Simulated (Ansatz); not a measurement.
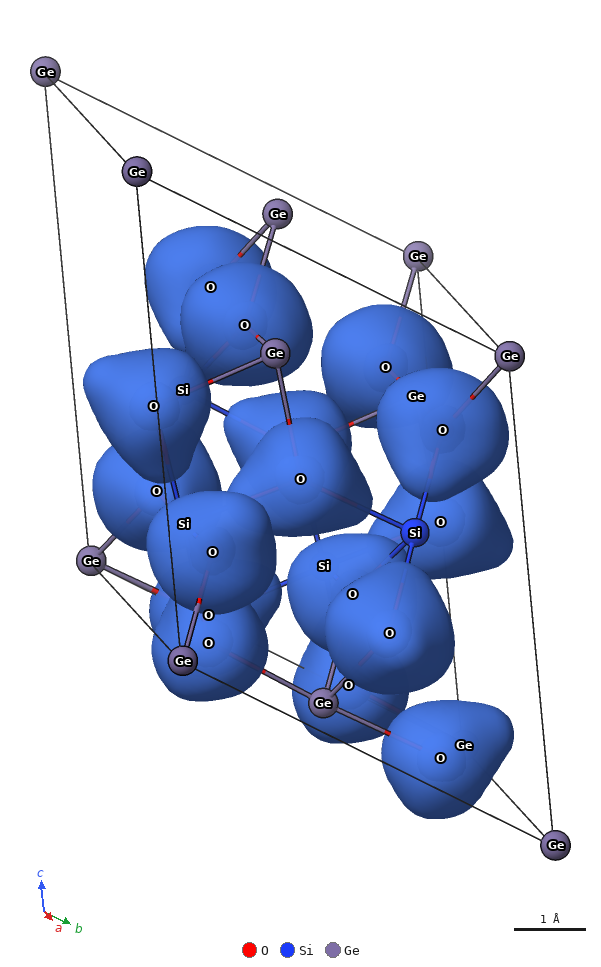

*SiGeO₄. Isosurface of the electron localisation function at 0.65 (blue), seen slightly off an axis. Only the valence region is drawn (cores and ρ < 0.01 e/Å³ removed). Sticks mark near contacts.*

Space group P-42₁m; a generated structure, not necessarily the stable one.

Theory: DFT PBE, scalar-relativistic, plane waves, PAW in Ansatz.

In a PAW calculation such maps are meaningful between the atoms, not at the nuclei.

What do the ELF domains correspond to?

The ELF exceeds this value in 16 regions on O in which the atom's valence shell and bonds are merged, counted in one cell of 24 atoms. Regions shared between cells count once. Profiles from the grid: Si–O (1.78 Å): the ELF peaks at about 0.85 between the atoms. Ge–O (1.89 Å): the ELF peaks at about 0.80 in the valence shell of O, 0.6 Å from its nucleus, and is about 0.50 at the midpoint.
